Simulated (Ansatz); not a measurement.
Cell and atoms:

```cif
data_structure
_symmetry_space_group_name_H-M 'P 1'
_symmetry_Int_Tables_number 1
_cell_length_a 2.8061
_cell_length_b 2.8135
_cell_length_c 4.2771
_cell_angle_alpha 90.000
_cell_angle_beta 90.000
_cell_angle_gamma 99.123
_cell_volume 33.34
loop_
_atom_site_label
_atom_site_type_symbol
_atom_site_fract_x
_atom_site_fract_y
_atom_site_fract_z
_atom_site_occupancy
Au1 Au 0.00000 0.00000 0.00000 1
Au2 Au 0.50000 0.50000 0.50000 1
```

> What would you see if this were drawn?

The element is gold. Within 0.01 Å the space group is I4/mmm (No. 139), body-centred tetragonal. The cell holds two atoms.

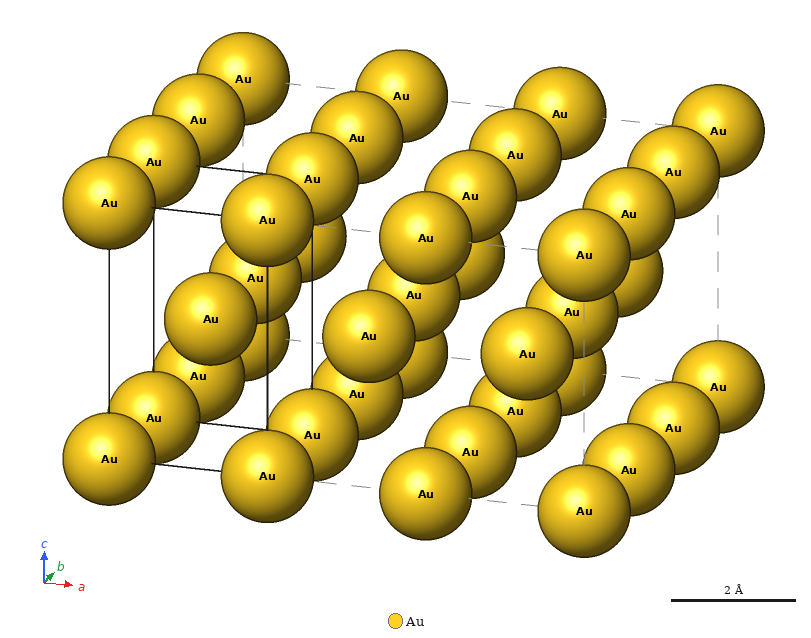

Structure drawing (spheres-only), viewed slightly off an axis. The unit cell (solid box) is repeated to 3×3×1 cells. Colours: gold yellow.

Its origin is a structure listed in the Materials Project. The cell was then strained or its atoms displaced on purpose. It was run through Ansatz as a DFT input.
